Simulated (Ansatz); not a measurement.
The cell of V2O5 in space group C2/m. Source of the atomic positions: coordinates from a relaxation at fixed volume with DFT r2SCAN, scalar-relativistic, plane waves, PAW in Ansatz 0.2.0.

```
V O
1.0
    11.01760    0.00000    0.00000
     0.00000    2.86340    0.00000
    -0.42618    0.00000    5.18378
V O
4 10
Direct
  0.14255 0.00000 0.36195
  0.35745 0.50000 0.63805
  0.64255 0.50000 0.36195
  0.85745 0.00000 0.63805
  0.00000 0.00000 0.50000
  0.11698 0.50000 0.16165
  0.38302 0.00000 0.83835
  0.30868 0.00000 0.36858
  0.19132 0.50000 0.63142
  0.50000 0.50000 0.50000
  0.61698 0.00000 0.16165
  0.88302 0.50000 0.83835
  0.80868 0.50000 0.36858
  0.69132 0.00000 0.63142
```

At each point the valence sum V of a Li+ ion is computed from the anions within 5 Å (s = exp((R0 − d)/b), R0 fitted to published crystal structures with b = 0.37 Å; R0: Li+–O 1.449 Å). Points too close to the other cations are excluded (2.1 Å from V). Li+ is a guest here, not part of the formula. This is an empirical screen for pathways, not an energy calculation.

Along which directions could Li+ move by this screen?

From a mismatch of about 0.05 v.u. the regions form a two-dimensional network in layers parallel to (001). No third dimension opens below 0.7 v.u. These are grid estimates, good to about 0.1 v.u.

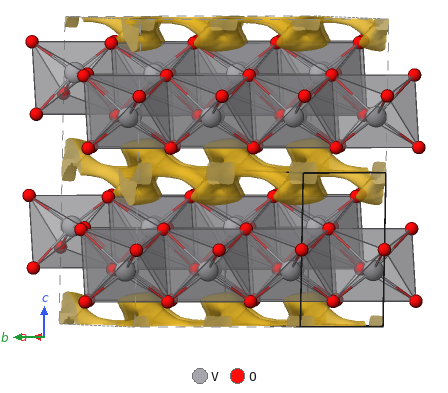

Bond-valence mismatch map for Li+ in V₂O₅ in space group C2/m: the yellow surface encloses the points where |V − 1| < 0.15 v.u. (1×3×2 cells, view from a free direction). Pale faces close the region where the drawn box cuts it. At this level they form a two-dimensional network in layers parallel to (001).
